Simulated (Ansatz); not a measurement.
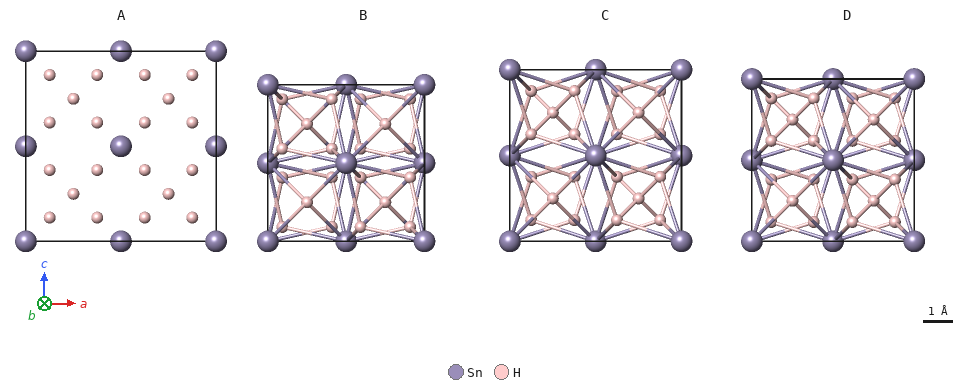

4 geometries from one relaxation of a crystal of SnH5 (a generated structure, set up in F-43m) (coarse preliminary run), in shuffled order. A ball-and-stick model of the conventional cell (4 times the calculation's cell), seen along the b axis. Lengths and directions refer to the drawn axes.

All numbers below come from DFT PBE, scalar-relativistic, plane waves, PAW (Ansatz 0.2.0). (plane-wave cutoff 420 eV; k-point mesh 4 × 4 × 4; occupations gaussian; smearing width 0.1 eV; no spin polarisation; cell and atoms relaxed; force threshold 0.04 eV/Å; at most 70 steps)

Question: Put them in the order of the run, from the start to the converged end.

Answer: A, C, D, B. They are steps 0, 2, 3, 8, at +2.643 eV per cell of the calculation, +1.047 eV per cell of the calculation, +0.431 eV per cell of the calculation relative to the last. Over 7 accepted moves (8 points after the start) the energy falls by 2.643 eV per cell of the calculation. The largest force component goes from 0.0071 to 0.0042 eV/Å. The pressure goes from −12.77 to −0.31 GPa. At 1 point the geometry stayed and the basis and grid were re-selected for the new cell (energy shift of 10.9 meV per cell of the calculation at most each time). The largest moves relative to the cell, 0.32 Å, are those of H atoms. Sn stays in place. Cell: a = b = c 6.691 → 5.509 Å (−17.7 %). Volume −44.2 %. Near-neighbour distances that change, for instance: H–Sn 2.897 → 2.385 Å, H–Sn 2.774 → 2.359 Å. The space group stays F-43m (No. 216).
